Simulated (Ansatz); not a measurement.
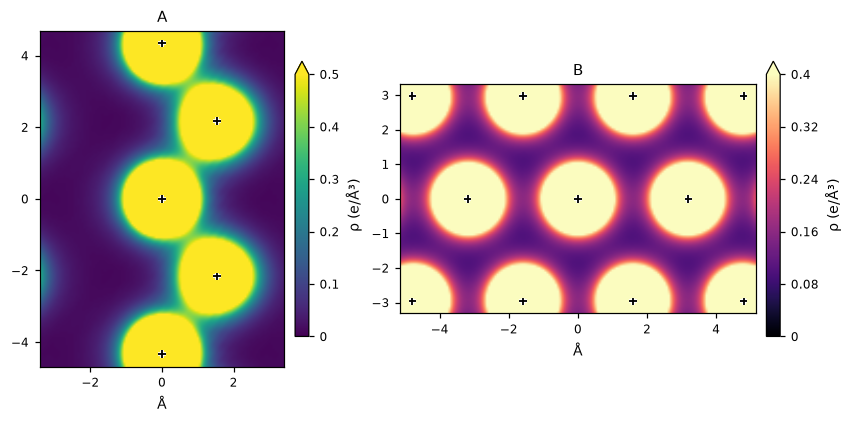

The valence electron density of 2 systems, each on a plane through atoms (crosses mark nuclei in the plane).

These are results of DFT PBEsol, scalar-relativistic, plane waves, PAW (Ansatz), not measurements.

System 1: HgSe, the (110) plane of the conventional cell. Space group F-43m.

```
CELL_PARAMETERS angstrom
6.13395 0.00000 0.00000
0.00000 0.00000 -6.13395
0.00000 6.13395 0.00000
ATOMIC_POSITIONS crystal
Hg 0.50000 0.50000 0.00000
Hg 0.00000 0.50000 0.50000
Hg 0.00000 0.00000 0.00000
Hg 0.50000 0.00000 0.50000
Se 0.25000 0.75000 0.25000
Se 0.75000 0.75000 0.75000
Se 0.75000 0.25000 0.25000
Se 0.25000 0.25000 0.75000
```

System 2: In, the (101̄) plane of the conventional cell. Space group I4/mmm; computed without spin polarisation.

```
In
1.0
     3.19489    0.00000    0.00000
     0.00000    1.72091    2.69180
     0.00000   -4.21043    2.69180
In
2
Direct
  0.50000 0.50000 0.50000
  0.00000 0.00000 0.00000
```

Q: Which map belongs to which system?

A: Panel A is system 1, HgSe: the plane holds Hg and Se. Hg–Se (2.66 Å): ρ at the midpoint is about 0.41 e/Å³. Panel B is system 2, In: the plane holds In. In–In (3.19 Å): the density is about 0.16 e/Å³ at the midpoint.
